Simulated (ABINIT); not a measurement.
GaAs: optical-spectrum calculation (part 2 of 2)

Continued. System: GaAs (F-43m, 2 atoms in the cell). Method: Kohn-Sham DFT of a periodic cell, PBEsol, PseudoDojo NC SR PBEsol v0.4.1 standard, no spin polarisation (ABINIT 10.8.3); cutoff 1034.03 eV, 6×6×6 k-mesh, fixed occupations. The structure derives from an entry of the Crystallography Open Database.

Geometry of the input (Å; fractional positions):
```
0.0000  2.8268  2.8268
2.8268  0.0000  2.8268
2.8268  2.8268  0.0000
As 0.7500  0.7500  0.7500
Ga 0.0000  0.0000  0.0000
```

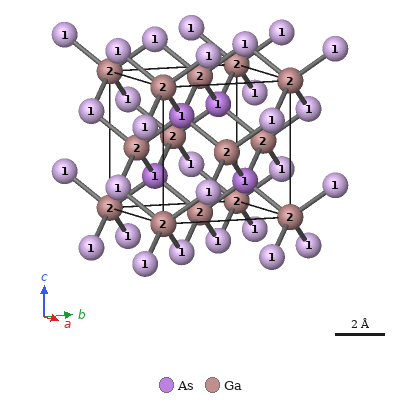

*The structure as given in the input (ball-and-stick view of the cell 4 times as large as that of the calculation, set on its symmetry axes, seen slightly off an axis; neighbours outside the cell are drawn fainter; atoms are numbered from 1 in the order of the input).*

Output, continued
```
     iter   Etot(hartree)      deltaE(h)  residm     vres2
 ETOT  1  -170.46391927868    -1.705E+02 1.522E+00 2.397E+04
 ETOT  2  -171.44452043378    -9.806E-01 1.131E+00 6.110E+04
 ETOT  3  -180.35483166769    -8.910E+00 2.161E+00 6.993E+03
 ETOT  4  -181.75110730597    -1.396E+00 1.349E-01 4.007E+03
 ETOT  5  -182.01479368448    -2.637E-01 4.065E-02 2.476E+03
 ETOT  6  -182.11820612554    -1.034E-01 2.949E-02 1.665E+03
 ETOT  7  -182.20742598031    -8.922E-02 8.057E-04 8.721E+02
 ETOT  8  -182.25663471878    -4.921E-02 3.027E-04 4.367E+02
 ETOT  9  -182.30499787035    -4.836E-02 5.767E-04 1.748E+01
 ETOT 10  -182.30707329155    -2.075E-03 1.222E-04 1.214E-01
 ETOT 11  -182.30709279539    -1.950E-05 6.005E-07 1.752E-02
 ETOT 12  -182.30709411323    -1.318E-06 1.384E-07 9.725E-03
 ETOT 13  -182.30709535313    -1.240E-06 2.541E-08 1.058E-04
 ETOT 14  -182.30709535782    -4.687E-09 4.392E-09 6.841E-05
 ETOT 15  -182.30709536610    -8.281E-09 5.054E-10 7.260E-06
 ETOT 16  -182.30709536707    -9.717E-10 1.826E-10 3.817E-09
 ETOT 17  -182.30709536707     7.958E-13 2.479E-11 1.105E-10
 ETOT 18  -182.30709536708    -8.669E-12 7.572E-12 9.083E-12
 ETOT 19  -182.30709536707     1.100E-11 1.014E-12 9.536E-13

 At SCF step   19       vres2   =  9.54E-13 < tolvrs=  1.00E-12 =>converged.

 Cartesian components of stress tensor (hartree/bohr^3)
  sigma(1 1)=  2.39270623E-05  sigma(3 2)=  0.00000000E+00
  sigma(2 2)=  2.39270623E-05  sigma(3 1)=  0.00000000E+00
  sigma(3 3)=  2.39270623E-05  sigma(2 1)=  0.00000000E+00

--- !ResultsGS
iteration_state: {dtset: 1, }
comment   : Summary of ground state results
lattice_vectors:
- [  0.0000000,   5.3419723,   5.3419723, ]
- [  5.3419723,   0.0000000,   5.3419723, ]
- [  5.3419723,   5.3419723,   0.0000000, ]
lattice_lengths: [   7.55469,    7.55469,    7.55469, ]
lattice_angles: [ 60.000,  60.000,  60.000, ] # degrees, (23, 13, 12)
lattice_volume:   3.0488418E+02
convergence: {deltae:  1.100E-11, res2:  9.536E-13, residm:  1.014E-12, diffor: null, }
etotal    :  -1.82307095E+02
entropy   :   0.00000000E+00
fermie    :   1.39390354E-01
cartesian_stress_tensor: # hartree/bohr^3
- [  2.39270623E-05,   0.00000000E+00,   0.00000000E+00, ]
- [  0.00000000E+00,   2.39270623E-05,   0.00000000E+00, ]
- [  0.00000000E+00,   0.00000000E+00,   2.39270623E-05, ]
pressure_GPa:  -7.0396E-01
xred      :
- [  7.5000E-01,   7.5000E-01,   7.5000E-01, As]
- [  0.0000E+00,   0.0000E+00,   0.0000E+00, Ga]
cartesian_forces: # hartree/bohr
- [  2.52027254E-29,   2.52027254E-29,  -7.56081763E-29, ]
- [ -2.52027254E-29,  -2.52027254E-29,   7.56081763E-29, ]
force_length_stats: {min:   8.35879840E-29, max:   8.35879840E-29, mean:   8.35879840E-29, }
...

 Integrated electronic density in atomic spheres:
 ------------------------------------------------
 Atom  Sphere_radius  Integrated_density
    1        2.00000         12.36907031
    2        2.00000         10.82094866
================================================================================

 ----iterations are completed or convergence reached----

 Mean square residual over all n,k,spin=   28.375E-16; max=  10.142E-13
 reduced coordinates (array xred) for    2 atoms
       0.750000000000      0.750000000000      0.750000000000
       0.000000000000      0.000000000000      0.000000000000
 rms dE/dt=  3.8080E-28; max dE/dt=  5.3853E-28; dE/dt below (all hartree)
    1       0.000000000000      0.000000000000     -0.000000000000
    2       0.000000000000      0.000000000000      0.000000000000

 cartesian coordinates (angstrom) at end:
    1      4.24027500000000     4.24027500000000     4.24027500000000
    2      0.00000000000000     0.00000000000000     0.00000000000000

 cartesian forces (hartree/bohr) at end:
    1      0.00000000000000     0.00000000000000    -0.00000000000000
    2     -0.00000000000000    -0.00000000000000     0.00000000000000
 frms,max,avg= 4.8259545E-29 7.5608176E-29   0.000E+00  0.000E+00  0.000E+00 h/b

 cartesian forces (eV/Angstrom) at end:
    1      0.00000000000000     0.00000000000000    -0.00000000000000
    2     -0.00000000000000    -0.00000000000000     0.00000000000000
 frms,max,avg= 2.4816056E-27 3.8879287E-27   0.000E+00  0.000E+00  0.000E+00 e/A
 length scales=  1.889726125908  1.889726125908  1.889726125908 bohr
              =  1.000000000000  1.000000000000  1.000000000000 angstroms
 Fermi (or HOMO) energy (hartree) =   0.13939   Average Vxc (hartree)=  -0.37430
 Eigenvalues (hartree) for nkpt=  28  k points:
 kpt#   1, nband= 14, wtk=  0.02778, kpt= -0.0833 -0.1667  0.0000 (reduced coord)
  -1.15099   -1.15098   -1.15097   -1.15063   -1.15062   -0.40118   -0.40007   -0.40004
  -0.39751   -0.39736   -0.31417    0.05482    0.11940    0.12242
 prteigrs : prtvol=0 or 1, do not print more k-points.

--- !EnergyTerms
iteration_state     : {dtset: 1, }
comment             : Components of total free energy in Hartree
kinetic             :  1.38786697567235E+02
hartree             :  5.72917050017085E+01
xc                  : -4.42334344941449E+01
Ewald energy        : -9.91764168217229E+01
psp_core            :  4.89508772439145E+00
local_psp           : -1.49601616407833E+02
non_local_psp       : -9.02691179367036E+01
total_energy        : -1.82307095367069E+02
total_energy_eV     : -4.96082878741621E+03
band_energy         : -1.59115425843591E+01
...

 Cartesian components of stress tensor (hartree/bohr^3)
  sigma(1 1)=  2.39270623E-05  sigma(3 2)=  0.00000000E+00
  sigma(2 2)=  2.39270623E-05  sigma(3 1)=  0.00000000E+00
  sigma(3 3)=  2.39270623E-05  sigma(2 1)=  0.00000000E+00

-Cartesian components of stress tensor (GPa)         [Pressure= -7.0396E-01 GPa]
- sigma(1 1)=  7.03958476E-01  sigma(3 2)=  0.00000000E+00
- sigma(2 2)=  7.03958476E-01  sigma(3 1)=  0.00000000E+00
- sigma(3 3)=  7.03958476E-01  sigma(2 1)=  0.00000000E+00

================================================================================
== DATASET  2 ==================================================================

--- !DatasetInfo
iteration_state: {dtset: 2, }
dimensions: {natom: 2, nkpt: 28, mband: 30, nsppol: 1, nspinor: 1, nspden: 1, mpw: 3431, }
cutoff_energies: {ecut:  38.0, pawecutdg:  -1.0, }
electrons: {nelect:   2.80000000E+01, charge:   0.00000000E+00, occopt:   1.00000000E+00, tsmear:   1.00000000E-02, }
meta: {optdriver: 0, ionmov: 0, optcell: 0, iscf: -2, paral_kgb: 0, }
...

 mkfilename : getden/=0, take file _DEN from output of DATASET   1.

 Real(R)+Recip(G) space primitive vectors, cartesian coordinates (Bohr,Bohr^-1):
 R(1)=  0.0000000  5.3419723  5.3419723  G(1)= -0.0935984  0.0935984  0.0935984
 R(2)=  5.3419723  0.0000000  5.3419723  G(2)=  0.0935984 -0.0935984  0.0935984
 R(3)=  5.3419723  5.3419723  0.0000000  G(3)=  0.0935984  0.0935984 -0.0935984
 Unit cell volume ucvol=  3.0488418E+02 bohr^3
 Angles (23,13,12)=  6.00000000E+01  6.00000000E+01  6.00000000E+01 degrees

 getcut: wavevector=  0.0000  0.0000  0.0000  ngfft=  45  45  45
         ecut(hartree)=     38.000   => boxcut(ratio)=   2.09884
--------------------------------------------------------------------------------

================================================================================
 Non-SCF case, kpt    1 ( -0.08333 -0.16667  0.00000), residuals and eigenvalues=
  1.56E-13  2.95E-13  9.13E-13  2.53E-13  1.50E-13  3.55E-13  2.58E-13  5.99E-13
  3.66E-13  3.24E-13  4.19E-13  7.58E-13  9.29E-13  5.61E-13  3.97E-13  2.57E-13
  6.65E-13  4.45E-13  4.22E-13  9.99E-13  7.73E-13  9.35E-13  6.56E-13  8.43E-13
  7.65E-13  8.95E-13  8.82E-13  3.00E-10  1.84E-08  2.91E-07
 -1.1510E+00 -1.1510E+00 -1.1510E+00 -1.1506E+00 -1.1506E+00 -4.0118E-01
 -4.0007E-01 -4.0004E-01 -3.9751E-01 -3.9736E-01 -3.1417E-01  5.4822E-02
  1.1940E-01  1.2242E-01  2.2321E-01  2.6569E-01  3.1482E-01  3.1901E-01
  4.4126E-01  4.7205E-01  5.0887E-01  5.5887E-01  6.1119E-01  6.4519E-01
  7.6110E-01  9.2294E-01  9.2387E-01  1.0059E+00  1.0400E+00  1.0604E+00
 prteigrs : prtvol=0 or 1, do not print more k-points.

--- !ResultsGS
iteration_state: {dtset: 2, }
comment   : Summary of ground state results
lattice_vectors:
- [  0.0000000,   5.3419723,   5.3419723, ]
- [  5.3419723,   0.0000000,   5.3419723, ]
- [  5.3419723,   5.3419723,   0.0000000, ]
lattice_lengths: [   7.55469,    7.55469,    7.55469, ]
lattice_angles: [ 60.000,  60.000,  60.000, ] # degrees, (23, 13, 12)
lattice_volume:   3.0488418E+02
convergence: {deltae:  0.000E+00, res2:  0.000E+00, residm:  9.994E-13, diffor:  0.000E+00, }
etotal    :  -1.82307095E+02
entropy   :   0.00000000E+00
fermie    :   1.39390354E-01
cartesian_stress_tensor: null
pressure_GPa: null
xred      :
- [  7.5000E-01,   7.5000E-01,   7.5000E-01, As]
- [  0.0000E+00,   0.0000E+00,   0.0000E+00, Ga]
cartesian_forces: null
force_length_stats: {min: null, max: null, mean: null, }
...

 Integrated electronic density in atomic spheres:
 ------------------------------------------------
 Atom  Sphere_radius  Integrated_density
    1        2.00000         12.36907031
    2        2.00000         10.82094866
================================================================================

 ----iterations are completed or convergence reached----

 Mean square residual over all n,k,spin=   55.955E-14; max=  99.945E-14
 reduced coordinates (array xred) for    2 atoms
       0.750000000000      0.750000000000      0.750000000000
       0.000000000000      0.000000000000      0.000000000000

 cartesian coordinates (angstrom) at end:
    1      4.24027500000000     4.24027500000000     4.24027500000000
    2      0.00000000000000     0.00000000000000     0.00000000000000
 length scales=  1.889726125908  1.889726125908  1.889726125908 bohr
              =  1.000000000000  1.000000000000  1.000000000000 angstroms
 Eigenvalues (hartree) for nkpt=  28  k points:
 kpt#   1, nband= 30, wtk=  0.02778, kpt= -0.0833 -0.1667  0.0000 (reduced coord)
  -1.15099   -1.15098   -1.15097   -1.15063   -1.15062   -0.40118   -0.40007   -0.40004
  -0.39751   -0.39736   -0.31417    0.05482    0.11940    0.12242    0.22321    0.26569
   0.31482    0.31901    0.44126    0.47205    0.50887    0.55887    0.61119    0.64519
   0.76110    0.92294    0.92387    1.00589    1.04000    1.06036
 prteigrs : prtvol=0 or 1, do not print more k-points.

================================================================================
== DATASET  3 ==================================================================

--- !DatasetInfo
iteration_state: {dtset: 3, }
dimensions: {natom: 2, nkpt: 28, mband: 26, nsppol: 1, nspinor: 1, nspden: 1, mpw: 3431, }
cutoff_energies: {ecut:  38.0, pawecutdg:  -1.0, }
electrons: {nelect:   2.80000000E+01, charge:   0.00000000E+00, occopt:   1.00000000E+00, tsmear:   1.00000000E-02, }
meta: {optdriver: 8, wfk_task: 7, }
...

 mkfilename : getwfk/=0, take file _WFK from output of DATASET   2.

--------------------------------------------------------------------------------

 Computation of velocity matrix elements (DDK)

 Parameters extracted from the Abinit header:
    ecut:     38.0
    nkpt:    864
    mband:   30
    nsppol:  1
    nspinor: 1
    useylm:  0
    inclvkb: 2
    bmin: 1, bmax: 30
    Computing diagonal and off-diagonal matrix elements
    Between band index bmin: 1, bmax: 30

== END DATASET(S) ==============================================================
================================================================================

 -outvars: echo values of variables after computation  --------
            acell      1.8897261259E+00  1.8897261259E+00  1.8897261259E+00 Bohr
           etotal1    -1.8230709537E+02
           etotal3     0.0000000000E+00
            fcart1     2.5202725440E-29  2.5202725440E-29 -7.5608176319E-29
                      -2.5202725440E-29 -2.5202725440E-29  7.5608176319E-29
            fcart3     0.0000000000E+00  0.0000000000E+00  0.0000000000E+00
                       0.0000000000E+00  0.0000000000E+00  0.0000000000E+00
            rprim      0.0000000000E+00  2.8268500000E+00  2.8268500000E+00
                       2.8268500000E+00  0.0000000000E+00  2.8268500000E+00
                       2.8268500000E+00  2.8268500000E+00  0.0000000000E+00
           strten1     2.3927062253E-05  2.3927062253E-05  2.3927062253E-05
                       0.0000000000E+00  0.0000000000E+00  0.0000000000E+00
           strten3     0.0000000000E+00  0.0000000000E+00  0.0000000000E+00
                       0.0000000000E+00  0.0000000000E+00  0.0000000000E+00
           xangst      4.2402750000E+00  4.2402750000E+00  4.2402750000E+00
                       0.0000000000E+00  0.0000000000E+00  0.0000000000E+00
             xred      7.5000000000E-01  7.5000000000E-01  7.5000000000E-01
                       0.0000000000E+00  0.0000000000E+00  0.0000000000E+00
 Calculation completed.
```

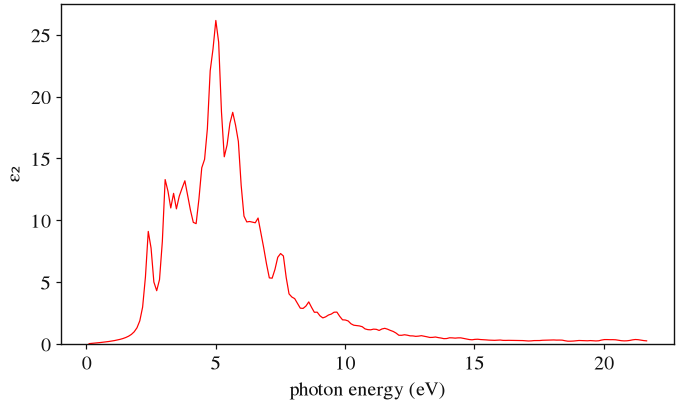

*Imaginary part of the dielectric function (first component that the program prints).*

The highest peak, 26.2, lies at 5.01 eV.

Results in brief

```tsv
quantity	value
outcome	converged
space group (tolerance 0.01 Å)	F-43m (216)
electrons treated	28
free energy	−4960.8288 eV
Fermi energy	3.793 eV
pressure	−0.70 GPa
largest force (length of the vector)	under 0.001 eV/Å
wall time	3.9 min
peak memory	1.5 GiB
```

Remarks

Points of doubt noted for this run: second order with scissor.
